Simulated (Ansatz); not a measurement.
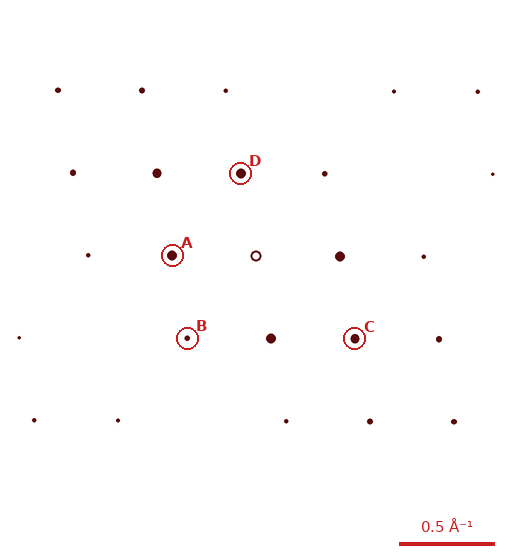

The pattern is a kinematic simulation for 200 kV electrons (no multiple scattering; isotropic B = 0.8 Å²). The zone axis points towards the electron source and the pattern is seen from the source side.

Au, space group P6_3/mmc (No. 194), a = 2.937 Å, c = 9.830 Å (hexagonal axes). Structure: the geometry relaxed with DFT, revPBE, plane waves (420 eV) with PAW, scalar-relativistic (Ansatz 0.2.0); the starting structure was generated, so it need not be a known form of this composition.

Spot A is indexed -1 1 2 and spot B -1 0 4.

> Index the other marked spots.

C = −2A + B = 1 -2 0 (d = 1.469 Å). D = A − B = 0 1 -2 (d = 2.259 Å).

> Which zone axis is this?

The cross product of A and B is parallel to [421]; every spot obeys hu + kv + lw = 0.

> What are the spacings of A and B and the angle between them?

d(A) = 2.259 Å, d(B) = 1.767 Å, and the angle is 50.3°.
